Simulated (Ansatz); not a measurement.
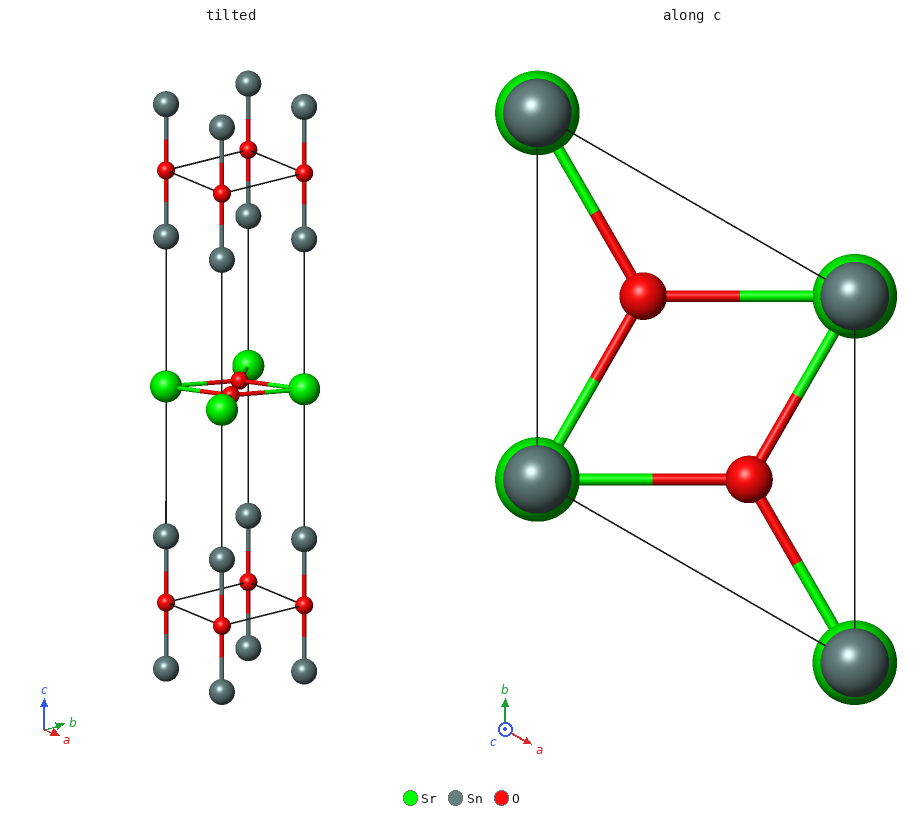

The figure gives a ball-and-stick picture of the atoms, viewed slightly off an axis and along the c axis. The conventional unit cell is drawn as a box. Finite groups of bonded atoms are drawn whole. Cell: a = 4.09 Å, b = 4.09 Å, c = 12.94 Å, α = 90.00°, β = 90.00°, γ = 120.00°.

Source of the structure: a random cell made by a generator, so it need not be a real form of the compound. Earlier steps of the study may have refined or changed the cell and positions. It was the input of a calculation with Ansatz.

Question: Characterise what is shown.

Answer: Chemical formula SrSn$_{2}$O$_{3}$. It belongs to space group P6/mmm (No. 191) and has a primitive hexagonal lattice. Atoms per cell: 6 (1 Sr, 2 Sn, 3 O). The neighbours of Sr are six O at about 2.4 Å. About every Sn there is one O at about 2.0 Å. O takes two kinds of site: 2d with three Sr in a trigonal planar arrangement at about 2.4 Å; 1a with two Sn in a linear arrangement at about 2.0 Å.

Level of theory: DFT PBE, scalar-relativistic, plane waves, PAW in Ansatz 0.2.0. Settings were E_cut = 420 eV, Brillouin-zone sampling on a 12×12×4 mesh, Gaussian smearing of 0.1 eV, no spin polarisation.

Question: Predict the gap.

Answer: A metal: bands cross the Fermi level.

Question: Give the Bader charge of each element.

Answer: Sr +1.59 e; Sn +0.62 e; O -1.19 to -0.83 e.

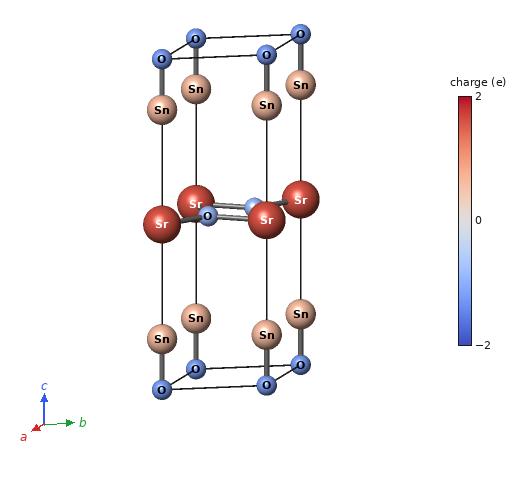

The atoms coloured by those charges. The run's cell of 6 atoms is drawn.

Question: Is the structure in equilibrium?

Answer: Yes. All forces vanish to within 0.01 eV/Å. The pressure is 0.0 GPa, close to zero.
